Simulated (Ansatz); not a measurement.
**Converging the field response of a MgS (001) film**

Which settings does the induced dipole of a MgS (001) film need, and which can be cut?

Main program and level: Ansatz 0.2.0; plane-wave DFT, PBE, Ansatz PAW, in the first sound run; inputs show where later runs differ.

## (1) Set-up

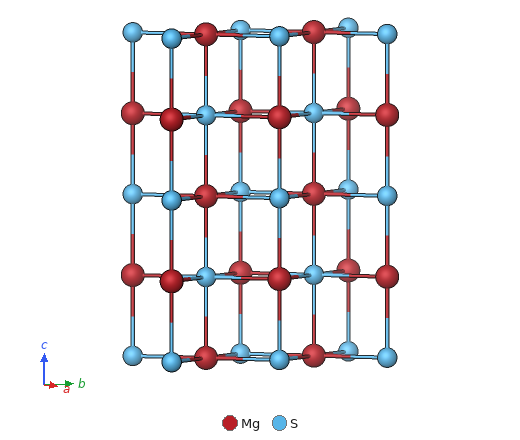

Start, viewed from the side, with the c axis up; magnesium red, sulfur blue. 1×2×1 cells are drawn. Some periodic images of atoms are drawn too.

The cell holds 10 atoms: 5 Mg and 5 S. Its edges and angles: a = 3.677 Å, b = 3.677 Å, c = 28.400 Å, α = 90.0°, β = 90.0°, γ = 90.0°. It derives from MgS (rocksalt MgS). Vacuum lies along c.

## (2) Run, setting first choice

The first choice: the default cutoff of 420 eV, a 8×8×1 mesh, 18 Å of vacuum, 0.1 V/Å and a tight threshold. Each later run changes one input against this one; other functionals and files bring their own cutoffs.

Contents of input.yaml:

```yaml
crystal:
  lattice:
    - [3.67695526, 0.0, 0.0]
    - [0.0, 3.67695526, 0.0]
    - [0.0, 0.0, 28.4]
  atoms:
    - { symbol: Mg, position: [0.5, 0.5, 0.3169014085] }
    - { symbol: S, position: [0.0, 0.0, 0.3169014085] }
    - { symbol: Mg, position: [0.0, 0.0, 0.4084507042] }
    - { symbol: S, position: [0.5, 0.5, 0.4084507042] }
    - { symbol: Mg, position: [0.5, 0.5, 0.5] }
    - { symbol: S, position: [0.0, 0.0, 0.5] }
    - { symbol: Mg, position: [0.0, 0.0, 0.5915492958] }
    - { symbol: S, position: [0.5, 0.5, 0.5915492958] }
    - { symbol: Mg, position: [0.5, 0.5, 0.6830985915] }
    - { symbol: S, position: [0.0, 0.0, 0.6830985915] }
kpoints:
  mp_grid: { grid: [8, 8, 1] }
hamiltonian:
  xc: pbe
scf:
  occupations: { method: fixed }
  convergence: { dr2_threshold: 1.0e-10 }
efield:
  axis: 3
  dipole_correction: true
  ramp_position: 0.97
  ramp_width: 0.06
  amplitude: 0.1
output:
  write_potential: true
  write_density: true
  volumetric_format: npy
```

Command:

```bash
ansatz run input.yaml --threads 4 --pin off --max-ram 6144MiB --backend cpu --events-out ev --progress --plain --runs-dir out
```

Numbers of over 12 decimals in the logs are rounded to 6 here.

Output:

```text
Engine: ansatz 0.2.0, x86_64-unknown-linux-gnu
Pseudopotentials: kind: paw
Pseudopotential: Mg, paw, valence charge 10, recommended cutoff 420 eV (normal), Mg.paw.azcp
Pseudopotential: S, paw, valence charge 6, recommended cutoff 420 eV (normal), S.paw.azcp
Functional definition: PBE
  parameter kappa = 0.804
  parameter beta = 0.066725
  exchange = pbe_x(kappa = kappa, mu = beta*pi^2/3)
  correlation = pbe_c(beta = beta)
Crystal: 10 atoms, lattice volume = 383.968 Å³
Basis set: ecut = 420 eV, 7511 PW (Γ)
Bands: 50, of which v1, the nominal top of the filled ones, is band 40 counted from 1 (39 counted from 0)
Symmetry: 8 space group operations
k-points: 15 of 64
Non-local potential: Mg, projectors of the file, l = 0: 3, l = 1: 2, l = 2: 1
Non-local potential: S, projectors of the file, l = 0: 2, l = 1: 2, l = 2: 2
PAW form: soft (Blöchl's): semilocal exchange-correlation on the pseudo side does not see the compensation charge
PAW one-centre angular grid: Mg, 110 points (default); XC on 64 Gauss nodes
PAW one-centre angular grid: S, 110 points (default); XC on 64 Gauss nodes
Initial density: superposition of atomic densities (neutral atoms: chi_scale 0, normalization atom, screened)
Initial wavefunctions: pseudopotential atomic-orbital guess
Functional: x = pbe(κ = 0.804, μ = 0.219515), c = pbe(β = 0.066725)
SCF iter   1: F=—  HF=-14145.539089 eV  |F-HF|=—  |Δ(HF+E_count)|=         —  Δρ=3.14e-2  dr2=8.23e0  ethr=3.10e-3  p=0.099 e·Å  D=4.66e-2 V/Å  ΔV_dip=-1.32 eV  dr2_dipole=1.64e-3  V_vac-E_F(+/−)=8.71/7.42 eV  ⟨swp⟩=5.7  Hψ=2877  notcnv=0  defer=102
efield: sawtooth ramp at fractional position 0.9700 (set: `efield.ramp_position`, or a place that a band, a saddle search or an elastic batch's reference lends), width 0.0600; the density the first Hamiltonian is built on has a dipole p = 0.099 e·Å; the dipole correction subtracts the counter field D = 4.66e-2 V/Å, which shifts the + side's vacuum level by -1.32 eV against the − side's; the planar-averaged density in the ramp window peaks in size at 4.4e-7 e/Å³
preconditioner: auto → Resta (q_TF=auto, 2.101 Å⁻¹)  ε∞=2.3  [insulator: Δε(μ)=3.849 eV  Ē_g=10.676 eV  n_scr=62 (ndim 8)  ℏωp=12.0 eV  f_vac=0.490  ε∞_Penn≈2.3  vacuum switching on, ρ_ref=8.3e-3 e/Å³]
SCF iter   2: F=—  HF=-14143.080720 eV  |F-HF|=—  |Δ(HF+E_count)|=    2.46e0  Δρ=1.21e-2  dr2=8.56e-1  ethr=3.10e-3  p=0.080 e·Å  D=3.75e-2 V/Å  ΔV_dip=-1.07 eV  dr2_dipole=1.37e-4  V_vac-E_F(+/−)=6.45/4.91 eV  ⟨swp⟩=3.3  Hψ=1281  notcnv=0  defer=112  κ⁻¹=1.0e0(r=1)
SCF iter   3: F=—  HF=-14142.948956 eV  |F-HF|=—  |Δ(HF+E_count)|=   1.32e-1  Δρ=5.81e-3  dr2=1.17e-1  ethr=1.07e-3  p=0.087 e·Å  D=4.08e-2 V/Å  ΔV_dip=-1.16 eV  dr2_dipole=5.27e-5  V_vac-E_F(+/−)=5.81/4.36 eV  ⟨swp⟩=2.9  Hψ=972  notcnv=0  defer=118  κ⁻¹=2.4e-2(r=2)
SCF iter   4: F=—  HF=-14142.958326 eV  |F-HF|=—  |Δ(HF+E_count)|=   9.37e-3  Δρ=1.32e-3  dr2=6.94e-3  ethr=1.47e-4  p=0.081 e·Å  D=3.83e-2 V/Å  ΔV_dip=-1.09 eV  dr2_dipole=9.06e-5  V_vac-E_F(+/−)=5.63/4.11 eV  ⟨swp⟩=3.4  Hψ=1066  notcnv=0  defer=120  κ⁻¹=4.7e-3(r=3)
SCF iter   5: F=—  HF=-14142.961103 eV  |F-HF|=—  |Δ(HF+E_count)|=   2.78e-3  Δρ=3.33e-4  dr2=3.33e-4  ethr=8.67e-6  p=0.086 e·Å  D=4.04e-2 V/Å  ΔV_dip=-1.15 eV  dr2_dipole=8.59e-6  V_vac-E_F(+/−)=5.56/4.10 eV  ⟨swp⟩=3.0  Hψ=1049  notcnv=0  defer=120  κ⁻¹=1.8e-4(r=4)
SCF iter   6: F=—  HF=-14142.961504 eV  |F-HF|=—  |Δ(HF+E_count)|=   4.02e-4  Δρ=1.52e-4  dr2=6.91e-5  ethr=4.16e-7  p=0.084 e·Å  D=3.97e-2 V/Å  ΔV_dip=-1.13 eV  dr2_dipole=2.47e-6  V_vac-E_F(+/−)=5.55/4.07 eV  ⟨swp⟩=2.0  Hψ=1065  notcnv=0  defer=119  κ⁻¹=2.1e-5(r=5)
SCF iter   7: F=—  HF=-14142.961582 eV  |F-HF|=—  |Δ(HF+E_count)|=   7.75e-5  Δρ=5.29e-5  dr2=1.16e-5  ethr=8.64e-8  p=0.085 e·Å  D=4.00e-2 V/Å  ΔV_dip=-1.14 eV  dr2_dipole=3.14e-7  V_vac-E_F(+/−)=5.55/4.08 eV  ⟨swp⟩=2.0  Hψ=963  notcnv=0  defer=112  κ⁻¹=4.7e-6(r=6)
SCF iter   8: F=—  HF=-14142.961596 eV  |F-HF|=—  |Δ(HF+E_count)|=   1.36e-5  Δρ=1.40e-5  dr2=1.10e-6  ethr=1.45e-8  p=0.085 e·Å  D=3.99e-2 V/Å  ΔV_dip=-1.13 eV  dr2_dipole=2.80e-9  V_vac-E_F(+/−)=5.54/4.07 eV  ⟨swp⟩=2.0  Hψ=990  notcnv=0  defer=97  κ⁻¹=1.3e-7(r=7)
SCF iter   9: F=—  HF=-14142.961478 eV  |F-HF|=—  |Δ(HF+E_count)|=   1.18e-4  Δρ=6.03e-6  dr2=1.36e-7  ethr=1.37e-9  p=0.085 e·Å  D=3.99e-2 V/Å  ΔV_dip=-1.13 eV  dr2_dipole=1.25e-11  V_vac-E_F(+/−)=5.54/4.07 eV  ⟨swp⟩=2.0  Hψ=1046  notcnv=0  defer=85  κ⁻¹=5.3e-8(r=8)
SCF iter  10: F=—  HF=-14142.961478 eV  |F-HF|=—  |Δ(HF+E_count)|=   6.87e-8  Δρ=2.34e-6  dr2=1.84e-8  ethr=1.70e-10  p=0.085 e·Å  D=3.99e-2 V/Å  ΔV_dip=-1.13 eV  dr2_dipole=1.05e-11  V_vac-E_F(+/−)=5.54/4.07 eV  ⟨swp⟩=2.0  Hψ=983  notcnv=0  defer=85  κ⁻¹=4.8e-8(r=8)
SCF iter  11: F=—  HF=-14142.961478 eV  |F-HF|=—  |Δ(HF+E_count)|=   1.17e-8  Δρ=5.02e-7  dr2=6.51e-10  ethr=2.30e-11  p=0.085 e·Å  D=3.99e-2 V/Å  ΔV_dip=-1.13 eV  dr2_dipole=2.91e-12  V_vac-E_F(+/−)=5.54/4.07 eV  ⟨swp⟩=2.0  Hψ=933  notcnv=0  defer=85  κ⁻¹=2.3e-8(r=8)
SCF iter  12: F=-14142.961478 eV  HF=-14142.961478 eV  |F-HF|=1.15e-10  |Δ(HF+E_count)|=  8.84e-10  Δρ=1.14e-7  dr2=3.17e-11  ethr=1.00e-12  p=0.085 e·Å  D=3.99e-2 V/Å  ΔV_dip=-1.13 eV  dr2_dipole=5.54e-14  V_vac-E_F(+/−)=5.54/4.07 eV  ⟨swp⟩=24.6  Hψ=4027  notcnv=0
SCF 1 converged in 12 iterations: F = -14142.961478 eV  dr2 = 3.17e-11
  greatest PAW one-centre occupation: 1.000 electrons in one spin orbital (limit 2), on the Mg atom at site 6 (counted from 0), in its partial waves of l = 0
WARN: The output density's exchange-correlation potential varies sharply where the density is thin. Do not read a vacuum level from v_tot or v_xc, or from such a field of the output density. On a cell that repeats whose density bears no net charge and no dipole along the vacuum's axis use v_es (v_loc + v_h of the components); under efield.dipole_correction with no amplitude use v_es + v_field, which holds any externa [...]
SCF converged after 12 iterations
Stability not checked: this state was not tested for a lower state beside it, because the mixer in use, unlike msr1, does not test its closes by its own steps (another_mixer; see scf.mixing.algorithm and scf.lower_state_search)
Free energy (F): -14142.961478 eV
Harris-Foulkes:  -14142.961478 eV  (|F-HF|=1.15e-10)
Internal energy: -14142.961478 eV  (E = F + TS)
E sigma→0 (E₀):  -14142.961478 eV
Fermi energy:    0.306126 eV
Dipole field:    D = 0.039933 V/Å  (p = 0.084735 e·Å, saw-weighted, corrected)
Work function:   not extracted (applied field tilts the vacuum); planar V_es + V_field profile in the machine report
Levels:          The Fermi level and band energies are counted from a zero that moves with the ramp; work functions are not
--- Per-component energies (eV) ---
  E_band       = -2141.635703
  E_kinetic    = 922.416611
  E_local      = -69452.065586  (includes V_loc(G=0)·N_el)
  E_nonlocal   = 617.085163
  E_hartree    = 33286.044723
  E_xc         = -636.601685
  E_vxc        = -632.264143  (∫ρ·V_xc dr)
  E_paw        = -4465.641748  (= ΣΔE_a)
  E_vpaw       = -168.891529  (= ΣTr[D̂ρ^β])
  E_aug_tail   = -0.000008  (compensation charges beyond the density's cutoff)
  E_efield     = -0.006782  (sawtooth field / dipole correction)
  E_vefield    = -0.005090  (∫n·V_field dr)
  E_ewald      = 25585.807833
  E_smearing   = -0.000000  (= −TS)
  E_closure    = -0.000000  (closes the sum)
  Σ components = -14142.961478   (vs F -14142.961478, Δ=0.00e0)
--- Band table (eV; the first three rows and the last of 15) ---
  k-point 0: bands = [... 36 lower, -0.0679, -0.0679, 0.3061, 0.3061, 3.1588, 3.4967, 3.6280, 4.3652, ... 6 higher]
  k-point 1: bands = [... 36 lower, -0.0808, -0.0472, 0.1866, 0.2986, 3.5311, 3.8047, 4.0027, 4.6607, ... 6 higher]
  k-point 2: bands = [... 36 lower, -0.1114, -0.0405, -0.0114, 0.2512, 3.9679, 4.2679, 4.6173, 5.1942, ... 6 higher]
  k-point 14: bands = [... 36 lower, -1.4919, -1.4673, -0.9234, -0.7121, 2.7965, 3.1448, 3.8752, 4.5773, ... 6 higher]
```

Run time: 3.2 s. Hardware: 4 threads of AMD EPYC 9R45, shared host; peak memory 0.86 GiB.

Reading the cycles: dr2 is the Hartree energy of the density residual (eV), the measure of convergence; HF is the Harris–Foulkes estimate of the energy, which meets the free energy F at convergence.

This step gave:

| Quantity | Value |
| --- | --- |
| gap on the k-mesh | 2.490 eV |
| dipole along the normal | 0.08474 e·Å |
| equivalent conductor thickness p/(ε₀AE) | 11.34 Å |

Running mean over 2.6 Å of the planar mean, with the applied field; the ramp of the sawtooth is left out. Electron's electrostatic potential energy less the highest filled level against z:

| z (Å) | electron's electrostatic potential energy less the highest filled level (eV) |
| --- | --- |
| 4 | 4.38 |
| 6 | 4.52 |
| 8 | -1.54 |
| 10 | -3.57 |
| 12 | -3.47 |
| 14 | -3.45 |
| 16 | -3.40 |
| 18 | -3.40 |
| 20 | -2.90 |
| 22 | 4.87 |
| 24 | 5.25 |

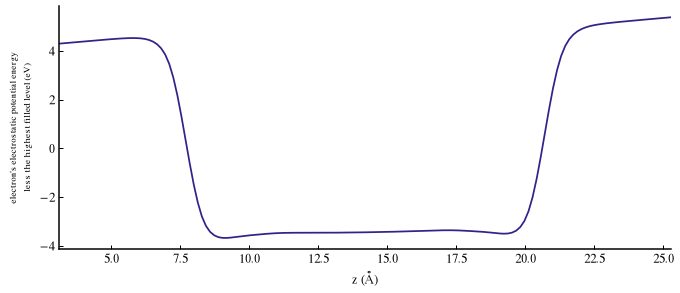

Electron's electrostatic potential energy less the highest filled level against z.

The dipole corresponds to a conductor 11.341 Å thick.

## (3) Single point, box 28.4 Å

Changes to input.yaml since step 2:

```diff
@@ -29,2 +29,4 @@
   amplitude: 0.1
+basis:
+  ecutwfc: "250 eV"
 output:
```

Output:

```text
Warning: basis.ecutwfc = 250 eV is below the records' recommended 420 eV, and the density's cutoff is lower with it unless basis.ecutrho_ratio is high enough to keep the records' density cutoff: compare with a run at a higher cutoff
[...]
Crystal: 10 atoms, lattice volume = 383.968 Å³
Basis set: ecut = 250 eV, 3485 PW (Γ)
[...]
k-point 0: bands = [... 36 lower, -0.0744, -0.0744, 0.2979, 0.2979, 3.1652, 3.5048, 3.6440, 4.3691, ... 6 higher]
  k-point 1: bands = [... 36 lower, -0.0869, -0.0534, 0.1797, 0.2911, 3.5341, 3.8121, 4.0197, 4.6597, ... 6 higher]
  k-point 2: bands = [... 36 lower, -0.1175, -0.0460, -0.0172, 0.2444, 3.9702, 4.2735, 4.6359, 5.1958, ... 6 higher]
  k-point 14: bands = [... 36 lower, -1.4981, -1.4714, -0.9257, -0.7150, 2.8152, 3.1586, 3.8971, 4.5929, ... 6 higher]
[key lines of the parts left out:]
SCF converged after 12 iterations
Free energy (F): -14141.630698 eV
Fermi energy:    0.297905 eV
Dipole field:    D = 0.039891 V/Å  (p = 0.084646 e·Å, saw-weighted, corrected)
```

Run time: 1.6 s. Hardware: 4 threads; peak memory 0.56 GiB.

The dipole corresponds to a conductor 11.329 Å thick, -0.11 % from the first choice, at 0.49 times its CPU time.

## (4) Run, box 28.4 Å

Changes to input.yaml since step 3:

```diff
@@ -30,3 +30,3 @@
 basis:
-  ecutwfc: "250 eV"
+  ecutwfc: "330 eV"
 output:
```

Output:

```text
[...]
Crystal: 10 atoms, lattice volume = 383.968 Å³
Basis set: ecut = 330 eV, 5301 PW (Γ)
Bands: 50, of which v1, the nominal top of the filled ones, is band 40 counted from 1 (39 counted from 0)
Symmetry: 8 space group operations
k-points: 15 of 64
[...]
k-point 0: bands = [... 36 lower, -0.0679, -0.0679, 0.3061, 0.3061, 3.1597, 3.4979, 3.6301, 4.3679, ... 6 higher]
  k-point 1: bands = [... 36 lower, -0.0807, -0.0471, 0.1867, 0.2987, 3.5319, 3.8058, 4.0050, 4.6633, ... 6 higher]
  k-point 2: bands = [... 36 lower, -0.1113, -0.0404, -0.0112, 0.2515, 3.9688, 4.2689, 4.6202, 5.1968, ... 6 higher]
  k-point 14: bands = [... 36 lower, -1.4919, -1.4668, -0.9236, -0.7122, 2.7989, 3.1469, 3.8776, 4.5800, ... 6 higher]
[key lines of the parts left out:]
SCF converged after 12 iterations
Free energy (F): -14142.928414 eV
Fermi energy:    0.306101 eV
Dipole field:    D = 0.039930 V/Å  (p = 0.084728 e·Å, saw-weighted, corrected)
```

The job ended after 2.2 s (4 threads; peak memory 0.71 GiB; 8.2 s of CPU time).

The dipole corresponds to a conductor 11.340 Å thick, -0.01 % from the first choice, at 0.67 times its CPU time.

## (5) Run, box 28.4 Å (run 2)

Changes to input.yaml since step 4:

```diff
@@ -30,3 +30,3 @@
 basis:
-  ecutwfc: "330 eV"
+  ecutwfc: "600 eV"
 output:
```

Output:

```text
[...]
Crystal: 10 atoms, lattice volume = 383.968 Å³
Basis set: ecut = 600 eV, 12913 PW (Γ)
Bands: 50, of which v1, the nominal top of the filled ones, is band 40 counted from 1 (39 counted from 0)
Symmetry: 8 space group operations
k-points: 15 of 64
[...]
k-point 0: bands = [... 36 lower, -0.0680, -0.0680, 0.3060, 0.3060, 3.1583, 3.4961, 3.6276, 4.3655, ... 6 higher]
  k-point 1: bands = [... 36 lower, -0.0809, -0.0473, 0.1865, 0.2985, 3.5304, 3.8041, 4.0022, 4.6617, ... 6 higher]
  k-point 2: bands = [... 36 lower, -0.1115, -0.0406, -0.0115, 0.2511, 3.9670, 4.2672, 4.6169, 5.1950, ... 6 higher]
  k-point 14: bands = [... 36 lower, -1.4920, -1.4672, -0.9236, -0.7123, 2.7964, 3.1446, 3.8748, 4.5771, ... 6 higher]
[key lines of the parts left out:]
SCF converged after 12 iterations
Free energy (F): -14142.963618 eV
Fermi energy:    0.306007 eV
Dipole field:    D = 0.039936 V/Å  (p = 0.084741 e·Å, saw-weighted, corrected)
```

Elapsed: 5 s, on 4 threads; peak memory 1.3 GiB.

The dipole corresponds to a conductor 11.342 Å thick, +0.01 % from the first choice, at 1.6 times its CPU time.

## (6) Run, box 28.4 Å (run 3)

Changes to input.yaml since step 5:

```diff
@@ -17,3 +17,3 @@
 kpoints:
-  mp_grid: { grid: [8, 8, 1] }
+  mp_grid: { grid: [1, 1, 1] }
 hamiltonian:
@@ -29,4 +29,2 @@
   amplitude: 0.1
-basis:
-  ecutwfc: "600 eV"
 output:
```

Output:

```text
[...]
Crystal: 10 atoms, lattice volume = 383.968 Å³
Basis set: ecut = 420 eV, 7511 PW (Γ)
Bands: 50, of which v1, the nominal top of the filled ones, is band 40 counted from 1 (39 counted from 0)
Symmetry: 8 space group operations
k-points: 1
[...]
Internal energy: -14124.886404 eV  (E = F + TS)
E sigma→0 (E₀):  -14124.886404 eV
Fermi energy:    0.214950 eV
Dipole field:    D = 0.043449 V/Å  (p = 0.092197 e·Å, saw-weighted, corrected)
Work function:   not extracted (applied field tilts the vacuum); planar V_es + V_field profile in the machine report
[...]
--- Band table (eV) ---
  k-point 0: bands = [... 36 lower, -0.0586, -0.0586, 0.2149, 0.2149, 2.9722, 3.2268, 3.4572, 4.1567, ... 6 higher]
[key lines of the parts left out:]
SCF converged after 13 iterations
Free energy (F): -14124.886404 eV
```

It took 0.49 s on 4 threads; peak memory 0.42 GiB; 1.4 s of CPU time.

The dipole corresponds to a conductor 12.340 Å thick, +8.81 % from the first choice, at 0.12 times its CPU time.

## (7) Run, box 28.4 Å (run 4)

Changes to input.yaml since step 6:

```diff
@@ -17,3 +17,3 @@
 kpoints:
-  mp_grid: { grid: [1, 1, 1] }
+  mp_grid: { grid: [2, 2, 1] }
 hamiltonian:
```

Output:

```text
[...]
Crystal: 10 atoms, lattice volume = 383.968 Å³
Basis set: ecut = 420 eV, 7511 PW (Γ)
Bands: 50, of which v1, the nominal top of the filled ones, is band 40 counted from 1 (39 counted from 0)
Symmetry: 8 space group operations
k-points: 3 of 4
[...]
--- Band table (eV) ---
  k-point 0: bands = [... 36 lower, 0.0743, 0.0743, 0.4168, 0.4168, 3.2155, 3.5359, 3.6470, 4.3927, ... 6 higher]
  k-point 1: bands = [... 36 lower, -0.1097, -0.0360, -0.0340, 0.1250, 4.4683, 4.7476, 5.2388, 5.7995, ... 6 higher]
  k-point 2: bands = [... 36 lower, -1.3956, -1.3956, -0.7695, -0.5756, 2.8153, 3.1652, 3.9080, 4.5683, ... 6 higher]
[key lines of the parts left out:]
SCF converged after 12 iterations
Free energy (F): -14140.624789 eV
Fermi energy:    0.416759 eV
Dipole field:    D = 0.041007 V/Å  (p = 0.087014 e·Å, saw-weighted, corrected)
```

Wall time 0.66 s (4 threads); peak memory 0.6 GiB; 2.2 s of CPU time.

The dipole corresponds to a conductor 11.646 Å thick, +2.69 % from the first choice, at 0.18 times its CPU time.

## (8) Run, box 28.4 Å (run 5)

Changes to input.yaml since step 7:

```diff
@@ -17,3 +17,3 @@
 kpoints:
-  mp_grid: { grid: [2, 2, 1] }
+  mp_grid: { grid: [4, 4, 1] }
 hamiltonian:
```

Output:

```text
[...]
Crystal: 10 atoms, lattice volume = 383.968 Å³
Basis set: ecut = 420 eV, 7511 PW (Γ)
Bands: 50, of which v1, the nominal top of the filled ones, is band 40 counted from 1 (39 counted from 0)
Symmetry: 8 space group operations
k-points: 6 of 16
[...]
k-point 0: bands = [... 36 lower, -0.0560, -0.0560, 0.3169, 0.3169, 3.1637, 3.5009, 3.6308, 4.3677, ... 6 higher]
  k-point 1: bands = [... 36 lower, -0.1020, -0.0313, 0.0007, 0.2621, 3.9722, 4.2719, 4.6204, 5.1978, ... 6 higher]
  k-point 2: bands = [... 36 lower, -0.2060, -0.1664, -0.1088, -0.0455, 4.4286, 4.7213, 5.1799, 5.7126, ... 6 higher]
  k-point 5: bands = [... 36 lower, -1.4825, -1.4618, -0.9123, -0.7015, 2.7988, 3.1472, 3.8788, 4.5793, ... 6 higher]
[key lines of the parts left out:]
SCF converged after 12 iterations
Free energy (F): -14142.874218 eV
Fermi energy:    0.316937 eV
Dipole field:    D = 0.039968 V/Å  (p = 0.084811 e·Å, saw-weighted, corrected)
```

Elapsed: 1.4 s, on 4 threads; peak memory 0.7 GiB.

The dipole corresponds to a conductor 11.351 Å thick, +0.09 % from the first choice, at 0.38 times its CPU time.

## (9) Single point, box 28.4 Å (run 2)

Changes to input.yaml since step 8:

```diff
@@ -17,3 +17,3 @@
 kpoints:
-  mp_grid: { grid: [4, 4, 1] }
+  mp_grid: { grid: [16, 16, 1] }
 hamiltonian:
```

Output:

```text
[...]
Crystal: 10 atoms, lattice volume = 383.968 Å³
Basis set: ecut = 420 eV, 7511 PW (Γ)
Bands: 50, of which v1, the nominal top of the filled ones, is band 40 counted from 1 (39 counted from 0)
Symmetry: 8 space group operations
k-points: 45 of 256
[...]
k-point 0: bands = [... 36 lower, -0.0681, -0.0681, 0.3059, 0.3059, 3.1587, 3.4966, 3.6280, 4.3651, ... 6 higher]
  k-point 1: bands = [... 36 lower, -0.0625, 0.1188, 0.1540, 0.3045, 3.2838, 3.5862, 3.7433, 4.4537, ... 6 higher]
  k-point 2: bands = [... 36 lower, -0.0810, -0.0474, 0.1864, 0.2984, 3.5311, 3.8046, 4.0026, 4.6606, ... 6 higher]
  k-point 44: bands = [... 36 lower, -1.4921, -1.4674, -0.9236, -0.7123, 2.7965, 3.1447, 3.8751, 4.5773, ... 6 higher]
[key lines of the parts left out:]
SCF converged after 12 iterations
Free energy (F): -14142.961962 eV
Fermi energy:    0.305936 eV
Dipole field:    D = 0.039934 V/Å  (p = 0.084738 e·Å, saw-weighted, corrected)
```

It took 8.8 s on 4 threads; peak memory 1.3 GiB.

The dipole corresponds to a conductor 11.341 Å thick, +0.00 % from the first choice, at 2.8 times its CPU time.

(Part 1 of 3 ends here.)

[Logs are printed without paths, hosts, clocks, repeated set-up lines and the standing remarks that a program may print on its own settings, such as how far it seeks lower states.]

[Hosts, paths, dates, database ids (printed as entryN), source tags and the programs' standing remarks are cut or masked in the printed files.]

[Maps of the electrostatic potential energy from Ansatz leave out the sawtooth potential of an applied field or a dipole correction, so their vacuum need not be flat; planar profiles and work functions include it.]
